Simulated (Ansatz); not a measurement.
**Dielectric response of SrO (001) films**

Wanted: ε of rocksalt SrO (001) by finite fields on slabs, and the band edges against the vacuum where run.

Program: Ansatz 0.2.0. Level of theory: plane-wave DFT, PBE, Ansatz PAW (set soft_1); PAW set soft_1, in the first sound run; inputs show where later runs differ. Results are calculated unless marked as measured.

### 1. The structure

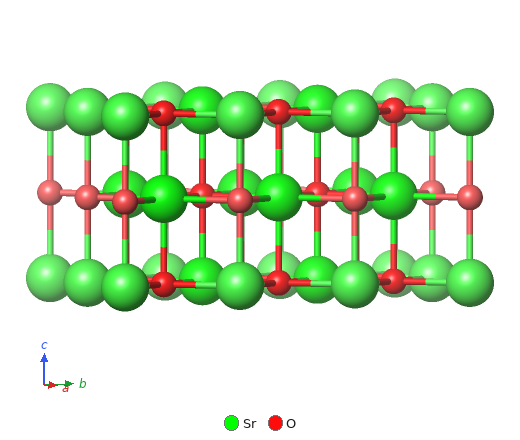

The starting structure, seen from the side, with the c axis up (strontium green, oxygen red). 1×2×1 cells are drawn. Some periodic images of atoms are drawn too.

The cell holds 6 atoms: 3 Sr and 3 O. Cell: a = 3.649 Å, b = 3.649 Å, c = 23.160 Å, α = 90.0°, β = 90.0°, γ = 90.0°. It derives from SrO (rocksalt SrO). Vacuum lies along c.

Structure file:

```cif
data_structure
_symmetry_space_group_name_H-M 'P 1'
_symmetry_Int_Tables_number 1
_cell_length_a 3.6487
_cell_length_b 3.6487
_cell_length_c 23.1600
_cell_angle_alpha 90.000
_cell_angle_beta 90.000
_cell_angle_gamma 90.000
_cell_volume 308.32
loop_
_atom_site_label
_atom_site_type_symbol
_atom_site_fract_x
_atom_site_fract_y
_atom_site_fract_z
_atom_site_occupancy
Sr1 Sr 0.50000 0.50000 0.38860 1
O2 O 0.00000 0.00000 0.38860 1
Sr3 Sr 0.00000 0.00000 0.50000 1
O4 O 0.50000 0.50000 0.50000 1
Sr5 Sr 0.50000 0.50000 0.61140 1
O6 O 0.00000 0.00000 0.61140 1
```

### 2. Relaxing the film, 6 atoms, units 3

The structure is relaxed first, because levels and dipoles at a surface follow the positions of the outer atoms.

Contents of input.yaml:

```yaml
crystal:
  lattice:
    - [3.64867099, 0.0, 0.0]
    - [0.0, 3.64867099, 0.0]
    - [0.0, 0.0, 23.16]
  atoms:
    - { symbol: Sr, position: [0.5, 0.5, 0.3886010363] }
    - { symbol: O, position: [0.0, 0.0, 0.3886010363] }
    - { symbol: Sr, position: [0.0, 0.0, 0.5] }
    - { symbol: O, position: [0.5, 0.5, 0.5] }
    - { symbol: Sr, position: [0.5, 0.5, 0.6113989637] }
    - { symbol: O, position: [0.0, 0.0, 0.6113989637] }
kpoints:
  mp_grid: { grid: [8, 8, 1] }
hamiltonian:
  xc: pbe
  pseudopotentials: { kind: paw, azcp: { folder: soft_1 } }
scf:
  occupations: { method: fixed }
  convergence: { dr2_threshold: 1.0e-09 }
efield:
  axis: 3
  dipole_correction: true
  ramp_position: 0.97
  ramp_width: 0.06
relax:
  f_tol: 0.003
  max_steps: 100
output:
  write_potential: true
  write_density: true
  volumetric_format: npy
```

Run with:

```sh
> ansatz run input.yaml --threads 4 --pin off --max-ram 8192MiB --backend cpu --events-out ev --progress --plain --runs-dir out
```

Numbers of over 12 decimals in the logs are rounded to 6 here.

The log of the run:

```text
Engine: ansatz 0.2.0, aarch64-unknown-linux-gnu
Pseudopotentials: kind: paw
Pseudopotential: Sr, paw, valence charge 10, recommended cutoff 420 eV (normal), soft_1/Sr.paw.azcp
Pseudopotential: O, paw, valence charge 6, recommended cutoff 420 eV (normal), soft_1/O.paw.azcp
Functional definition: PBE
  parameter kappa = 0.804
  parameter beta = 0.066725
  exchange = pbe_x(kappa = kappa, mu = beta*pi^2/3)
  correlation = pbe_c(beta = beta)
Crystal: 6 atoms, lattice volume = 308.324 Å³
Basis set: ecut = 420 eV, 6053 PW (Γ), exchange–correlation on 50×50×320 points (8 copies of the dense FFT grid, shifted against one another)
Bands: 30, of which v1, the nominal top of the filled ones, is band 24 counted from 1 (23 counted from 0)
Symmetry: 8 space group operations
k-points: 15 of 64
Non-local potential: Sr, projectors of the file, l = 0: 3, l = 1: 2, l = 2: 2
Non-local potential: O, projectors of the file, l = 0: 2, l = 1: 2, l = 2: 1
PAW form: soft (Blöchl's): semilocal exchange-correlation on the pseudo side does not see the compensation charge
PAW one-centre angular grid: Sr, 110 points (default); XC on 64 Gauss nodes
PAW one-centre angular grid: O, 110 points (default); XC on 64 Gauss nodes
Initial density: superposition of atomic densities (neutral atoms: chi_scale 0, normalization atom)
Initial wavefunctions: pseudopotential atomic-orbital guess
Functional: x = pbe(κ = 0.804, μ = 0.219515), c = pbe(β = 0.066725)
SCF iter   1: F=—  HF=-12351.764595 eV  |F-HF|=—  |Δ(HF+E_count)|=         —  Δρ=8.58e-2  dr2=3.11e1  ethr=3.10e-3  p=-0.000 e·Å  D=-1.17e-14 V/Å  ΔV_dip=0.00 eV  dr2_dipole=1.43e-11  V_vac-E_F(+/−)=12.80/12.80 eV  ⟨swp⟩=7.8  Hψ=2374  notcnv=0  defer=59
efield: sawtooth ramp at fractional position 0.9700 (set: `efield.ramp_position`, or a place that a band, a saddle search or an elastic batch's reference lends), width 0.0600; the density the first Hamiltonian is built on has a dipole p = -0.000 e·Å; the dipole correction subtracts the counter field D = -1.17e-14 V/Å, which shifts the + side's vacuum level by +0.00 eV against the − side's; the planar-averaged density in the ramp window peaks in size at 2.2e-7 e/Å³
preconditioner: auto → Resta (q_TF=auto, 2.001 Å⁻¹)  ε∞=1.7  [insulator: Δε(μ)=6.099 eV  Ē_g=16.004 eV  n_scr=42 (ndim 8)  ℏωp=13.7 eV  f_vac=0.557  ε∞_Penn≈1.7  vacuum switching on, ρ_ref=1.9e-2 e/Å³]
SCF iter   2: F=—  HF=-12345.449430 eV  |F-HF|=—  |Δ(HF+E_count)|=    6.32e0  Δρ=7.39e-2  dr2=1.11e1  ethr=3.10e-3  p=-0.000 e·Å  D=-6.10e-7 V/Å  ΔV_dip=0.00 eV  dr2_dipole=4.55e-10  V_vac-E_F(+/−)=4.64/4.64 eV  ⟨swp⟩=5.3  Hψ=1358  notcnv=0  defer=56  κ⁻¹=1.0e0(r=1)
SCF iter   3: F=—  HF=-12343.301898 eV  |F-HF|=—  |Δ(HF+E_count)|=    2.15e0  Δρ=1.24e-2  dr2=9.39e-1  ethr=3.10e-3  p=0.000 e·Å  D=4.17e-6 V/Å  ΔV_dip=-0.00 eV  dr2_dipole=1.71e-10  V_vac-E_F(+/−)=5.94/5.94 eV  ⟨swp⟩=3.9  Hψ=1059  notcnv=0  defer=51
density mixer auto → msr1: gapped (density of states about μ 0.06 of a free-electron gas's, 42 screened modes)
SCF iter   4: F=—  HF=-12343.171749 eV  |F-HF|=—  |Δ(HF+E_count)|=   1.30e-1  Δρ=1.01e-2  dr2=3.61e-1  ethr=1.96e-3  p=-0.000 e·Å  D=-3.93e-6 V/Å  ΔV_dip=0.00 eV  dr2_dipole=5.23e-10  V_vac-E_F(+/−)=3.04/3.04 eV  ⟨swp⟩=3.2  Hψ=827  notcnv=0  defer=58
SCF iter   5: F=—  HF=-12343.103595 eV  |F-HF|=—  |Δ(HF+E_count)|=   6.82e-2  Δρ=2.95e-3  dr2=2.37e-2  ethr=7.53e-4  p=0.000 e·Å  D=1.82e-6 V/Å  ΔV_dip=-0.00 eV  dr2_dipole=1.58e-12  V_vac-E_F(+/−)=3.71/3.71 eV  ⟨swp⟩=2.6  Hψ=648  notcnv=0  defer=59
SCF iter   6: F=—  HF=-12343.101128 eV  |F-HF|=—  |Δ(HF+E_count)|=   2.47e-3  Δρ=1.00e-3  dr2=3.83e-3  ethr=4.94e-5  p=0.000 e·Å  D=2.14e-6 V/Å  ΔV_dip=-0.00 eV  dr2_dipole=2.69e-11  V_vac-E_F(+/−)=3.83/3.83 eV  ⟨swp⟩=3.1  Hψ=741  notcnv=0  defer=60
SCF iter   7: F=—  HF=-12343.102336 eV  |F-HF|=—  |Δ(HF+E_count)|=   1.21e-3  Δρ=6.44e-4  dr2=2.18e-3  ethr=7.98e-6  p=-0.000 e·Å  D=-2.03e-6 V/Å  ΔV_dip=0.00 eV  dr2_dipole=8.96e-11  V_vac-E_F(+/−)=3.64/3.64 eV  ⟨swp⟩=4.0  Hψ=781  notcnv=0  defer=60
SCF iter   8: F=—  HF=-12343.102052 eV  |F-HF|=—  |Δ(HF+E_count)|=   2.84e-4  Δρ=3.61e-4  dr2=7.45e-4  ethr=4.55e-6  p=0.000 e·Å  D=5.28e-7 V/Å  ΔV_dip=-0.00 eV  dr2_dipole=3.16e-12  V_vac-E_F(+/−)=3.67/3.67 eV  ⟨swp⟩=1.6  Hψ=436  notcnv=0  defer=60
SCF iter   9: F=—  HF=-12343.101913 eV  |F-HF|=—  |Δ(HF+E_count)|=   1.39e-4  Δρ=1.01e-4  dr2=6.59e-5  ethr=1.55e-6  p=-0.000 e·Å  D=-2.71e-6 V/Å  ΔV_dip=0.00 eV  dr2_dipole=1.93e-10  V_vac-E_F(+/−)=3.70/3.70 eV  ⟨swp⟩=2.1  Hψ=546  notcnv=0  defer=60
SCF iter  10: F=—  HF=-12343.101900 eV  |F-HF|=—  |Δ(HF+E_count)|=   1.22e-5  Δρ=1.31e-5  dr2=9.66e-7  ethr=1.37e-7  p=0.000 e·Å  D=4.25e-6 V/Å  ΔV_dip=-0.00 eV  dr2_dipole=7.22e-10  V_vac-E_F(+/−)=3.72/3.72 eV  ⟨swp⟩=2.0  Hψ=560  notcnv=0  defer=58
SCF iter  11: F=—  HF=-12343.101568 eV  |F-HF|=—  |Δ(HF+E_count)|=   3.33e-4  Δρ=1.49e-5  dr2=6.40e-7  ethr=2.01e-9  p=-0.000 e·Å  D=-7.43e-6 V/Å  ΔV_dip=0.00 eV  dr2_dipole=2.35e-9  V_vac-E_F(+/−)=3.72/3.72 eV  ⟨swp⟩=3.3  Hψ=1009  notcnv=0  defer=54
SCF iter  12: F=—  HF=-12343.101567 eV  |F-HF|=—  |Δ(HF+E_count)|=   1.37e-7  Δρ=1.71e-6  dr2=7.66e-9  ethr=1.33e-9  p=-0.000 e·Å  D=-7.45e-7 V/Å  ΔV_dip=0.00 eV  dr2_dipole=1.22e-11  V_vac-E_F(+/−)=3.72/3.72 eV  ⟨swp⟩=2.0  Hψ=582  notcnv=0  defer=54
SCF iter  13: F=—  HF=-12343.101567 eV  |F-HF|=—  |Δ(HF+E_count)|=   1.13e-9  Δρ=7.38e-7  dr2=1.70e-9  ethr=1.60e-11  p=0.000 e·Å  D=1.28e-6 V/Å  ΔV_dip=-0.00 eV  dr2_dipole=2.01e-11  V_vac-E_F(+/−)=3.72/3.72 eV  ⟨swp⟩=2.5  Hψ=898  notcnv=0  defer=54
SCF iter  14: F=-12343.101567 eV  HF=-12343.101567 eV  |F-HF|=6.95e-10  |Δ(HF+E_count)|=  4.02e-10  Δρ=5.07e-7  dr2=7.62e-10  ethr=2.08e-12  p=-0.000 e·Å  D=-7.19e-7 V/Å  ΔV_dip=0.00 eV  dr2_dipole=7.25e-12  V_vac-E_F(+/−)=3.72/3.72 eV  ⟨swp⟩=9.0  Hψ=3025  notcnv=0
SCF 1 converged in 14 iterations: F = -12343.101567 eV  dr2 = 7.62e-10
  greatest PAW one-centre occupation: 0.987 electrons in one spin orbital (limit 2), on the Sr atom at site 2 (counted from 0), in its partial waves of l = 0
relax step   1: F+E_penalty+E_count = -12343.10156737 eV  Δ(F+E_penalty+E_count) = +0.000e0 eV  max|allowed force component| = 3.277e-1 eV/Å  Δτ_max = 0.0000 Å  (14 SCF iters, accepted)
Initial density: handed on by an earlier stage of this run
Initial wavefunctions: those handed on with the density
iter 1 solved again at ethr=1.17e-3 eV; its pass at ethr=3.10e-3 eV (dr2=5.60e-1 eV) is discarded
[...]
SCF iter   7: F=—  HF=-12343.118725 eV  |F-HF|=—  |Δ(HF+E_count)|=   8.63e-6  Δρ=2.17e-5  dr2=1.99e-6  ethr=1.77e-8  p=0.000 e·Å  D=5.24e-7 V/Å  ΔV_dip=-0.00 eV  dr2_dipole=2.56e-14  V_vac-E_F(+/−)=3.54/3.54 eV  ⟨swp⟩=2.5  Hψ=683  notcnv=0  defer=48  κ⁻¹=2.6e-5(r=6)
SCF iter   8: F=—  HF=-12343.118391 eV  |F-HF|=—  |Δ(HF+E_count)|=   3.34e-4  Δρ=6.57e-6  dr2=6.60e-8  ethr=4.15e-9  p=0.000 e·Å  D=4.80e-7 V/Å  ΔV_dip=-0.00 eV  dr2_dipole=8.30e-17  V_vac-E_F(+/−)=3.54/3.54 eV  ⟨swp⟩=2.3  Hψ=737  notcnv=0  defer=40  κ⁻¹=3.9e-7(r=7)
SCF iter   9: F=—  HF=-12343.118391 eV  |F-HF|=—  |Δ(HF+E_count)|=   7.74e-8  Δρ=1.26e-6  dr2=4.54e-9  ethr=1.38e-10  p=0.000 e·Å  D=4.83e-7 V/Å  ΔV_dip=-0.00 eV  dr2_dipole=1.21e-15  V_vac-E_F(+/−)=3.54/3.54 eV  ⟨swp⟩=2.0  Hψ=743  notcnv=0  defer=40  κ⁻¹=3.9e-8(r=8)
SCF iter  10: F=-12343.118391 eV  HF=-12343.118391 eV  |F-HF|=4.06e-10  |Δ(HF+E_count)|=   3.26e-9  Δρ=4.59e-7  dr2=3.98e-10  ethr=2.08e-12  p=0.000 e·Å  D=4.73e-7 V/Å  ΔV_dip=-0.00 eV  dr2_dipole=2.86e-14  V_vac-E_F(+/−)=3.54/3.54 eV  ⟨swp⟩=9.0  Hψ=3076  notcnv=0
SCF 3 converged in 10 iterations: F = -12343.118391 eV  dr2 = 3.98e-10
relax step   3: F+E_penalty+E_count = -12343.11839099 eV  Δ(F+E_penalty+E_count) = -1.682e-2 eV  max|allowed force component| = 4.410e-2 eV/Å  Δτ_max = 0.0584 Å  (10 SCF iters, accepted)
SCF iter   1: F=—  HF=-12343.119074 eV  |F-HF|=—  |Δ(HF+E_count)|=         —  Δρ=1.44e-4  dr2=3.00e-4  ethr=9.23e-6  p=0.000 e·Å  D=4.73e-7 V/Å  ΔV_dip=-0.00 eV  dr2_dipole=1.69e-12  V_vac-E_F(+/−)=3.54/3.54 eV  ⟨swp⟩=4.7  Hψ=962  notcnv=0  defer=60
efield: sawtooth ramp at fractional position 0.9700 (set: `efield.ramp_position`, or a place that a band, a saddle search or an elastic batch's reference lends), width 0.0600; the density the first Hamiltonian is built on has a dipole p = 0.000 e·Å; the dipole correction subtracts the counter field D = 4.73e-7 V/Å, which shifts the + side's vacuum level by -0.00 eV against the − side's; the planar-averaged density in the ramp window peaks in size at 5.6e-7 e/Å³
preconditioner: auto → Resta (q_TF=auto, 2.001 Å⁻¹)  ε∞=2.0  [insulator: Δε(μ)=2.341 eV  Ē_g=13.626 eV  n_scr=42 (ndim 8)  ℏωp=13.7 eV  f_vac=0.623  ε∞_Penn≈2.0  vacuum switching on, ρ_ref=1.3e-2 e/Å³]
SCF iter   2: F=—  HF=-12343.118999 eV  |F-HF|=—  |Δ(HF+E_count)|=   7.49e-5  Δρ=7.82e-5  dr2=2.37e-5  ethr=6.26e-7  p=0.000 e·Å  D=1.13e-7 V/Å  ΔV_dip=-0.00 eV  dr2_dipole=1.93e-17  V_vac-E_F(+/−)=3.56/3.56 eV  ⟨swp⟩=2.0  Hψ=690  notcnv=0  defer=60  κ⁻¹=1.0e0(r=1)
density mixer auto → broyden: gapped, where msr1 would fit the directions that read negative (density of states about μ 0.04 of a free-electron gas's, 42 screened modes)
SCF iter   3: F=—  HF=-12343.118993 eV  |F-HF|=—  |Δ(HF+E_count)|=   6.38e-6  Δρ=3.54e-5  dr2=3.59e-6  ethr=4.93e-8  p=0.000 e·Å  D=1.12e-7 V/Å  ΔV_dip=-0.00 eV  dr2_dipole=9.82e-14  V_vac-E_F(+/−)=3.56/3.56 eV  ⟨swp⟩=2.6  Hψ=721  notcnv=0  defer=53  κ⁻¹=4.0e-2(r=2)
SCF iter   4: F=—  HF=-12343.118674 eV  |F-HF|=—  |Δ(HF+E_count)|=   3.19e-4  Δρ=2.03e-5  dr2=1.04e-6  ethr=7.48e-9  p=-0.000 e·Å  D=-5.53e-9 V/Å  ΔV_dip=0.00 eV  dr2_dipole=7.86e-14  V_vac-E_F(+/−)=3.57/3.57 eV  ⟨swp⟩=2.1  Hψ=717  notcnv=0  defer=50  κ⁻¹=1.9e-2(r=3)
SCF iter   5: F=—  HF=-12343.118674 eV  |F-HF|=—  |Δ(HF+E_count)|=   1.06e-7  Δρ=5.81e-6  dr2=6.56e-8  ethr=2.16e-9  p=0.000 e·Å  D=3.58e-8 V/Å  ΔV_dip=-0.00 eV  dr2_dipole=3.84e-16  V_vac-E_F(+/−)=3.57/3.57 eV  ⟨swp⟩=2.0  Hψ=703  notcnv=0  defer=50  κ⁻¹=2.8e-4(r=4)
SCF iter   6: F=—  HF=-12343.118674 eV  |F-HF|=—  |Δ(HF+E_count)|=   1.83e-8  Δρ=1.19e-6  dr2=4.53e-9  ethr=1.37e-10  p=0.000 e·Å  D=4.73e-8 V/Å  ΔV_dip=-0.00 eV  dr2_dipole=2.10e-16  V_vac-E_F(+/−)=3.57/3.57 eV  ⟨swp⟩=2.0  Hψ=725  notcnv=0  defer=50  κ⁻¹=2.2e-5(r=5)
SCF iter   7: F=-12343.118674 eV  HF=-12343.118674 eV  |F-HF|=1.87e-10  |Δ(HF+E_count)|=  5.93e-10  Δρ=5.69e-7  dr2=5.49e-10  ethr=2.08e-12  p=0.000 e·Å  D=4.99e-8 V/Å  ΔV_dip=-0.00 eV  dr2_dipole=1.62e-14  V_vac-E_F(+/−)=3.57/3.57 eV  ⟨swp⟩=9.1  Hψ=3063  notcnv=0
SCF 4 converged in 7 iterations: F = -12343.118674 eV  dr2 = 5.49e-10
relax step   4: F+E_penalty+E_count = -12343.11867364 eV  Δ(F+E_penalty+E_count) = -2.827e-4 eV  max|allowed force component| = 1.756e-3 eV/Å  Δτ_max = 0.0038 Å  (7 SCF iters, accepted)
NSCF: frozen V_eff on 15 k-points
the band table was solved once a step of the walk had ended and its energy, with any forces and stress, was formed, with the checks that follow a solve (3217 applications of the Hamiltonian). They found nothing against the state; the energy, forces and stress were not computed again (output.eigenvalues in the input reference)
WARN: The output density's exchange-correlation potential varies sharply where the density is thin. Do not read a vacuum level from v_tot or v_xc, or from such a field of the output density. On a cell that repeats whose density bears no net charge and no dipole along the vacuum's axis use v_es (v_loc + v_h of the components); under efield.dipole_correction with no amplitude use v_es + v_field, which holds any externa [...]
SCF converged after 7 iterations
Stability not checked: this state was not tested for a lower state beside it, because the mixer in use, unlike msr1, does not test its closes by its own steps (another_mixer; see scf.mixing.algorithm and scf.lower_state_search)
Free energy (F): -12343.118674 eV
Harris-Foulkes:  -12343.118674 eV  (|F-HF|=1.87e-10)
Internal energy: -12343.118674 eV  (E = F + TS)
E sigma→0 (E₀):  -12343.118674 eV
Fermi energy:    0.310532 eV
Dipole field:    D = 0.000000 V/Å  (p = 0.000000 e·Å, saw-weighted, corrected)
Work function:   Φ+ = 3.5661 eV   Φ− = 3.5662 eV
Levels:          The Fermi level and band energies are counted from a zero that moves with the ramp; work functions are not
--- Per-component energies (eV) ---
  E_band       = -550.848205
  E_kinetic    = 1207.306175
  E_local      = -30800.149764  (includes V_loc(G=0)·N_el)
  E_nonlocal   = 855.527670
  E_hartree    = 14593.988826
  E_xc         = -745.991709
  E_vxc        = -747.642270  (∫ρ·V_xc dr)
  E_paw        = -8556.589819  (= ΣΔE_a)
  E_vpaw       = -253.869933  (= ΣTr[D̂ρ^β])
  E_aug_tail   = 0.002223  (compensation charges beyond the density's cutoff)
  E_efield     = 0.000000  (sawtooth field / dipole correction)
  E_vefield    = -0.000000  (∫n·V_field dr)
  E_ewald      = 11102.787725
  E_smearing   = -0.000000  (= −TS)
  E_closure    = 0.000000  (closes the sum)
  Σ components = -12343.118674   (vs F -12343.118674, Δ=0.00e0)
--- Forces (eV/Å), atoms counted from 1 ---
  atom   1  Sr     0.00000000     0.00000000     0.00175479
  atom   2  O     -0.00000000     0.00000000    -0.00015407
  atom   3  Sr     0.00000000     0.00000000    -0.00000017
  atom   4  O      0.00000000     0.00000000     0.00000023
  atom   5  Sr    -0.00000000     0.00000000    -0.00175584
  atom   6  O      0.00000000     0.00000000     0.00015506
  max |Σ_I F_I| component: 9.28e-9 eV/Å
--- Band table (eV; the first three rows and the last of 15) ---
  k-point 0: bands = [... 20 lower, 0.2373, 0.2373, 0.3105, 0.3105, 2.6616, 2.9636, 3.7768, 3.9660, ... 2 higher]
  k-point 1: bands = [... 20 lower, -0.0162, 0.0253, 0.0795, 0.1489, 2.8720, 3.1280, 4.1612, 4.1790, ... 2 higher]
  k-point 2: bands = [... 20 lower, -0.4815, -0.2734, -0.2083, -0.0923, 3.4055, 3.5998, 4.7058, 5.2040, ... 2 higher]
  k-point 14: bands = [... 20 lower, -0.0739, 0.1233, 0.1233, 0.2396, 4.1200, 4.1200, 5.4983, 5.4983, ... 2 higher]
--- Relaxed structure (4 steps of the walk, 3 accepted, 0 SCFs on fresh bases) ---
  F+E_penalty+E_count = -12343.11867364 eV   max|allowed force component| = 1.756e-3 eV/Å
  atoms:
    - { symbol: Sr, position: [0.5, 0.5, 0.388923] }
    - { symbol: O, position: [0, 0.0, 0.390996] }
    - { symbol: Sr, position: [0, 0.0, 0.500000] }
    - { symbol: O, position: [0.5, 0.5, 0.500000] }
    - { symbol: Sr, position: [0.5, 0.5, 0.611077] }
    - { symbol: O, position: [0, 0.0, 0.609004] }
```

Elapsed: 15 s, on 4 threads of Arm Neoverse V1, shared host; peak memory 0.56 GiB.

The steps of the relaxation:

| step | energy less that of the first step (eV) | largest force component (eV/Å) |
| --- | --- | --- |
| 1 | 0.0000 | 0.3277 |
| 2 | 0.1184 | 0.9495 |
| 3 | -0.0168 | 0.0441 |
| 4 | -0.0171 | 0.0018 |

Relaxation step 2 was tried and not accepted.

Forces are held to the 8 operations that the run works with; a distortion that breaks them can't arise in this run.

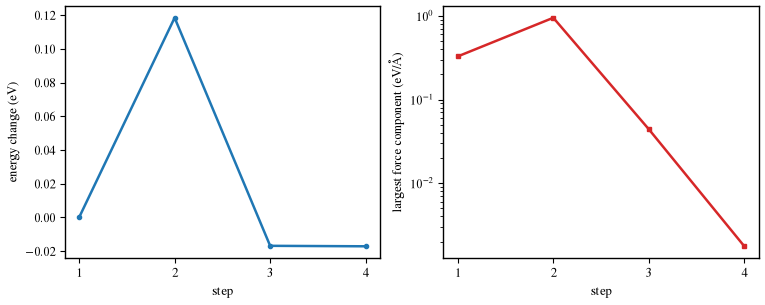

Energy and largest force along the relaxation.

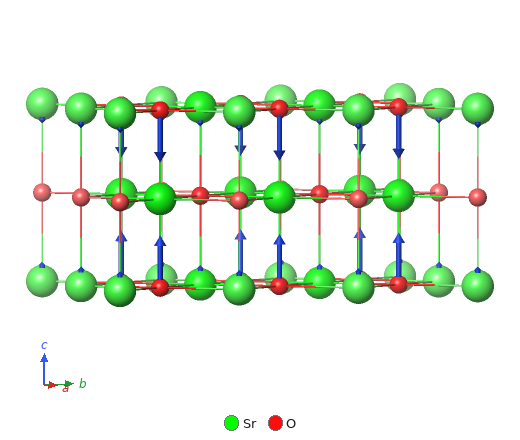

Displacements in the relaxation, exaggerated; the longest in the cell stands for 0.06 Å. 1×2×1 cells are drawn. Some periodic images of atoms are drawn too.

The atoms that moved most (Å):

| atom | dx | dy | dz | length |
| --- | --- | --- | --- | --- |
| O6 | 0.000 | 0.000 | -0.055 | 0.055 |
| O2 | 0.000 | 0.000 | 0.055 | 0.055 |
| Sr1 | 0.000 | 0.000 | 0.007 | 0.007 |
| Sr5 | 0.000 | 0.000 | -0.007 | 0.007 |

The relaxed structure:

```cif
data_structure
_symmetry_space_group_name_H-M 'P 1'
_symmetry_Int_Tables_number 1
_cell_length_a 3.6487
_cell_length_b 3.6487
_cell_length_c 23.1600
_cell_angle_alpha 90.000
_cell_angle_beta 90.000
_cell_angle_gamma 90.000
_cell_volume 308.32
loop_
_atom_site_label
_atom_site_type_symbol
_atom_site_fract_x
_atom_site_fract_y
_atom_site_fract_z
_atom_site_occupancy
Sr1 Sr 0.50000 0.50000 0.38892 1
O2 O 0.00000 0.00000 0.39100 1
Sr3 Sr 0.00000 0.00000 0.50000 1
O4 O 0.50000 0.50000 0.50000 1
Sr5 Sr 0.50000 0.50000 0.61108 1
O6 O 0.00000 0.00000 0.60900 1
```

This step gave:

```
gap on the k-mesh             : 2.351 eV
dipole along the normal       : 3.20e-7 e·Å
ionisation energy, upper face : 3.566 eV
electron affinity, upper face : 1.215 eV
```

Running mean over 2.58 Å of the planar mean; the ramp of the sawtooth is left out. Table of electron's electrostatic potential energy less the highest filled level by z:

| z (Å) | electron's electrostatic potential energy less the highest filled level (eV) |
| --- | --- |
| 3 | 3.57 |
| 4 | 3.57 |
| 5 | 3.56 |
| 6 | 3.51 |
| 7 | 2.89 |
| 8 | -3.53 |
| 9 | -5.95 |
| 10 | -6.11 |
| 11 | -5.98 |
| 12 | -5.96 |
| 13 | -6.13 |
| 14 | -5.98 |
| 15 | -4.51 |
| 16 | 2.48 |
| 17 | 3.48 |
| 18 | 3.56 |
| 19 | 3.57 |
| 20 | 3.57 |

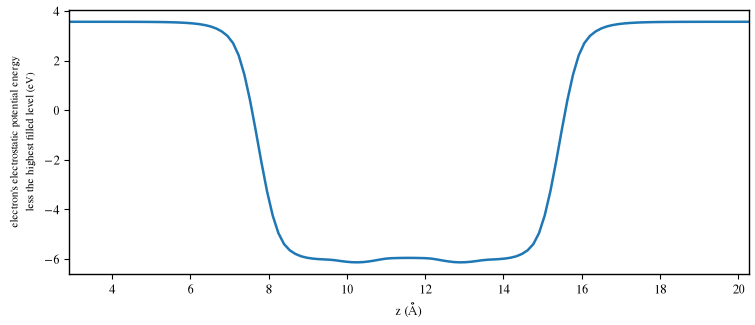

Electron's electrostatic potential energy less the highest filled level, plotted against z.

The relaxation took 4 steps and lowered the energy by 0.017 eV; the largest force on the free atoms ends at 0.0018 eV/Å.

The gap is 2.35 eV, with the valence edge 3.57 eV and the conduction edge 1.22 eV under the upper vacuum level.

(Continued in part 2 of 5.)

[Logs are printed without paths, hosts, clocks, repeated set-up lines and the standing remarks that a program may print on its own settings, such as how far it seeks lower states.]

[Hosts, paths, dates, database ids (printed as entryN), source tags and the programs' standing remarks are cut or masked in the printed files.]

[Maps of the electrostatic potential energy from Ansatz leave out the sawtooth potential of an applied field or a dipole correction, so their vacuum need not be flat; planar profiles and work functions include it.]
